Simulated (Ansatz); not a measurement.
Cell and atoms:

```yaml
crystal:
  lattice:
    - [3.09413, 0.00000, 0.00000]
    - [-1.54706, 2.67959, 0.00000]
    - [0.00000, 0.00000, 5.34772]
  atoms:
    - { symbol: Hf, position: [0.66667, 0.33333, 0.75000] }
    - { symbol: Hf, position: [0.33333, 0.66667, 0.25000] }
    - { symbol: N, position: [0.00000, 0.00000, 0.00000] }
    - { symbol: N, position: [0.00000, 0.00000, 0.50000] }
```

Describe what this structure looks like.

It has the composition HfN. The symmetry is that of P6_3/mmc (No. 194), on a primitive hexagonal lattice. It adopts the structure known as anti-NiAs type. The cell holds 4 atoms (2 Hf, 2 N), Z = 2.

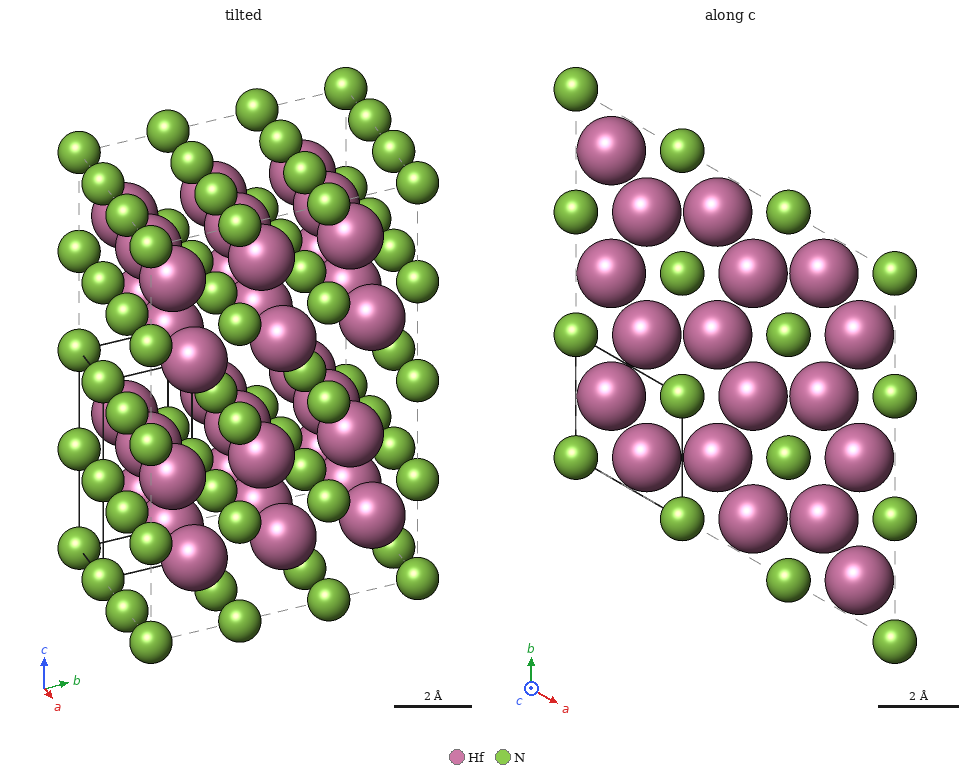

The crystal in a spheres-only representation, seen slightly off an axis and along the c axis. The conventional unit cell (solid box) is repeated to 3×3×2 cells.

The initial geometry was a structure listed in the Materials Project. The cell was then strained or its atoms displaced on purpose. It was set up as input for a calculation with Ansatz.
